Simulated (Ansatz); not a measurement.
The calculation's input:

```
crystal:
  lattice:
    - [0.0, 2.014, 2.014]
    - [2.014, 0.0, 2.014]
    - [2.014, 2.014, 0.0]
  atoms:
    - { symbol: Li, position: [0.0, 0.0, 0.0] }
    - { symbol: F, position: [0.4844836147, 0.4844836147, 0.5155163853] }
basis:
  ecutwfc: 500
kpoints:
  mp_grid: { grid: [10, 10, 10] }
hamiltonian:
  xc: r2scan
scf:
  occupations: { method: gaussian, width: 0.05 }
output:
  forces: true
  stress: true
  eigenvalues: true
  write_density: true
  write_potential: true
  elf: true
  volumetric_format: npy
```

Run with:

```sh
ansatz run input.yaml --threads 1 --pin off --max-ram 2560MiB --backend cpu --events-out ev --progress --plain --runs-dir out
```

Below, planes, directions and counts refer to the conventional cell (a = 2.85 Å, b = 2.85 Å, c = 4.03 Å, α = 90.00°, β = 90.00°, γ = 90.00°).

Space group I4mm; changed on purpose from its base cell (all F atoms moved +0.062 Å, as atom 2 towards its neighbour atom 1 (Li) at 2.014 A).

Theory: DFT r2SCAN, scalar-relativistic, plane waves, PAW in Ansatz 0.2.0.

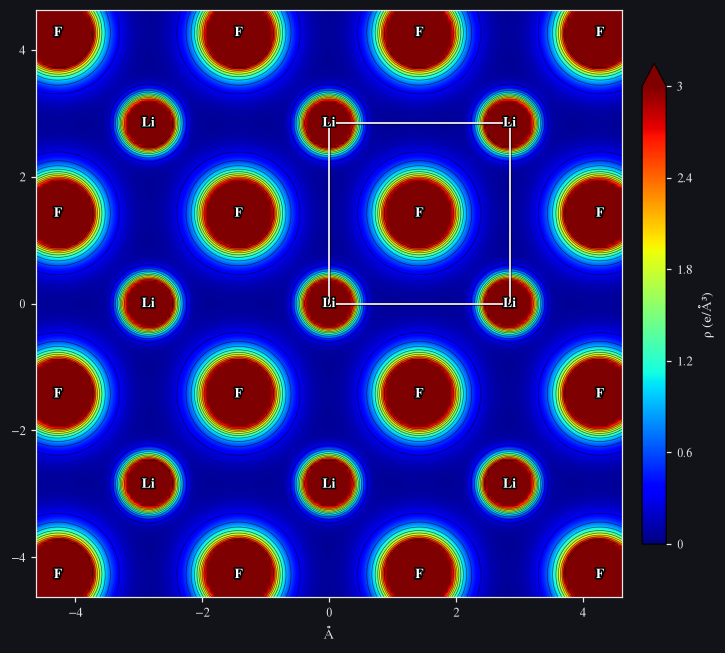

LiF. Valence electron density on the (001) plane of the conventional cell.

The density is the valence pseudo-density of a PAW calculation; it isn't the true density close to the nuclei.

Question: What does the map show?

Answer:
- Atoms in the plane: Li and F.
- Li–F (2.01 Å): ρ is about 0.26 e/Å³ halfway.
- Between the atoms the lowest density in this plane is 0.06 e/Å³.
